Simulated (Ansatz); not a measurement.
Cell and atoms:

```cif
data_structure
_symmetry_space_group_name_H-M 'P 1'
_symmetry_Int_Tables_number 1
_cell_length_a 4.5489
_cell_length_b 8.5690
_cell_length_c 9.1329
_cell_angle_alpha 90.000
_cell_angle_beta 90.000
_cell_angle_gamma 90.000
_cell_volume 356.00
loop_
_atom_site_label
_atom_site_type_symbol
_atom_site_fract_x
_atom_site_fract_y
_atom_site_fract_z
_atom_site_occupancy
Al1 Al 0.50000 0.50000 0.64848 1
Al2 Al 0.50000 0.50000 0.35152 1
Al3 Al 0.75000 0.75000 0.60152 1
Al4 Al 0.25000 0.75000 0.39848 1
Ru1 Ru 0.00000 0.50000 0.50000 1
Ru2 Ru 0.25000 0.75000 0.75000 1
Al5 Al 0.50000 0.00000 0.14848 1
Al6 Al 0.50000 0.00000 0.85152 1
Al7 Al 0.75000 0.25000 0.10152 1
Al8 Al 0.25000 0.25000 0.89848 1
Ru3 Ru 0.00000 0.00000 0.00000 1
Ru4 Ru 0.25000 0.25000 0.25000 1
Al9 Al 0.00000 0.50000 0.14848 1
Al10 Al 0.00000 0.50000 0.85152 1
Al11 Al 0.25000 0.75000 0.10152 1
Al12 Al 0.75000 0.75000 0.89848 1
Ru5 Ru 0.50000 0.50000 0.00000 1
Ru6 Ru 0.75000 0.75000 0.25000 1
Al13 Al 0.00000 0.00000 0.64848 1
Al14 Al 0.00000 0.00000 0.35152 1
Al15 Al 0.25000 0.25000 0.60152 1
Al16 Al 0.75000 0.25000 0.39848 1
Ru7 Ru 0.50000 0.00000 0.50000 1
Ru8 Ru 0.75000 0.25000 0.75000 1
```

What crystal do these data define?

Answer. This is Al2Ru. It takes space group Fddd (No. 70) on a face-centred orthorhombic lattice. Content of the cell: 16 Al, 8 Ru (Z = 8).

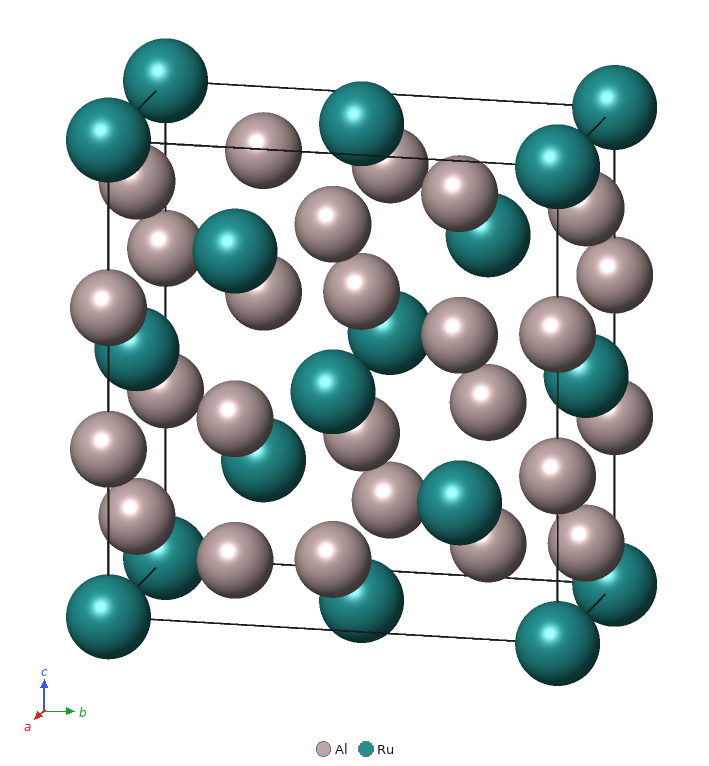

A spheres-only rendering, viewed slightly off an axis. The lines enclose the conventional unit cell; boundary atoms appear with their images.

The initial geometry was a structure listed in the Materials Project. Cell shown after relaxation with DFT r2SCAN, scalar-relativistic, plane waves, PAW (Ansatz 0.2.0).
